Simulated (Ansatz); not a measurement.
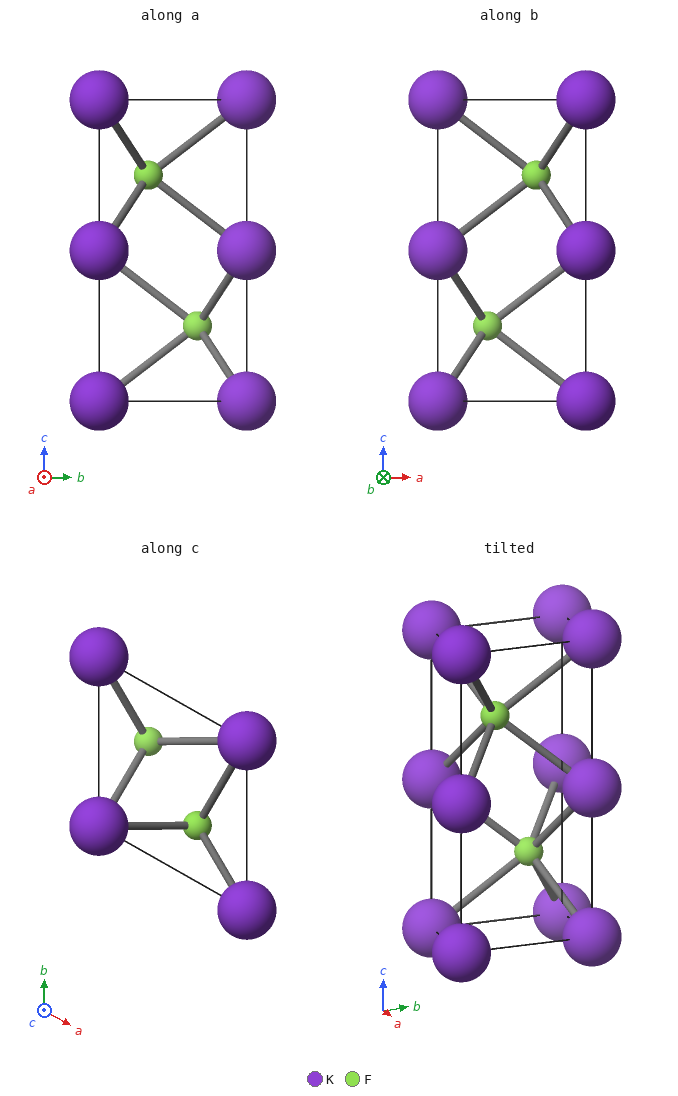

Ball-and-stick drawing of the structure, looking along the a axis, along the b axis, along the c axis and slightly off an axis. The unit cell is outlined; an atom on or near a face, edge or corner is repeated at each equivalent position.

Lattice parameters: a = 3.6600 Å, b = 3.6436 Å, c = 6.4788 Å, α = 90.000°, β = 90.000°, γ = 119.557°.

> Reconstruct the structure as a CIF in P1 with every atom of the cell, with free fractional coordinates to two decimals.

```cif
data_structure
_symmetry_space_group_name_H-M 'P 1'
_symmetry_Int_Tables_number 1
_cell_length_a 3.6600
_cell_length_b 3.6436
_cell_length_c 6.4788
_cell_angle_alpha 90.000
_cell_angle_beta 90.000
_cell_angle_gamma 119.557
_cell_volume 75.16
loop_
_atom_site_label
_atom_site_type_symbol
_atom_site_fract_x
_atom_site_fract_y
_atom_site_fract_z
_atom_site_occupancy
K1 K 0.00 0.00 0.00 1
K2 K 0.00 0.00 0.50 1
F1 F 0.34 0.67 0.25 1
F2 F 0.66 0.33 0.75 1
```

The structure was taken from a structure type filled with these elements by a generator (whether the compound takes this form wasn't checked). The cell was then strained or its atoms displaced on purpose. A calculation with Ansatz used it as input.
